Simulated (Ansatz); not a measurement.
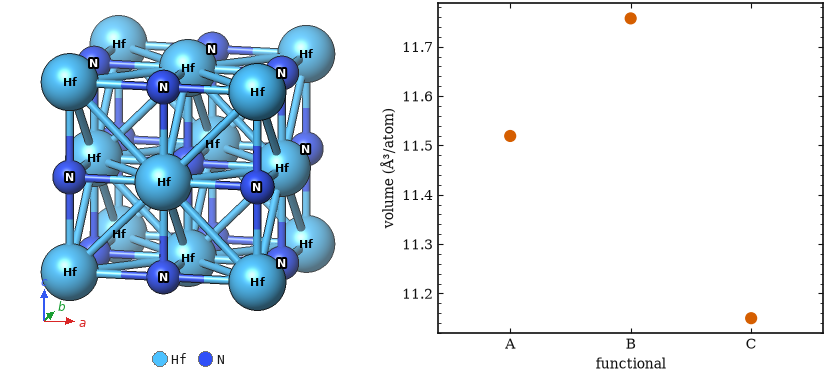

Plotted: volume by functional for HfN, space group Fm-3m (No. 225). The labels are replaced by letters. In alphabetical order the cases are: LDA; PBE; PBE+D3(BJ). The conventional cell is drawn beside the plot.

The cell holds 2 atoms.

How it was computed, with Ansatz 0.2.0: volume and cell lengths of one structure relaxed by several density functionals; plane waves with PAW datasets, Γ-centred k mesh. All runs: no spin polarisation.

- occupations: Gaussian
- smearing width: 0.1 eV

The space group named is that of the starting cell.

Question: Which letter stands for which functional?

Answer: A: PBE+D3(BJ) (11.5 Å³/atom); B: PBE (11.8 Å³/atom); C: LDA (11.1 Å³/atom).

Caveats: no spin polarisation, a magnetic state may lie lower.
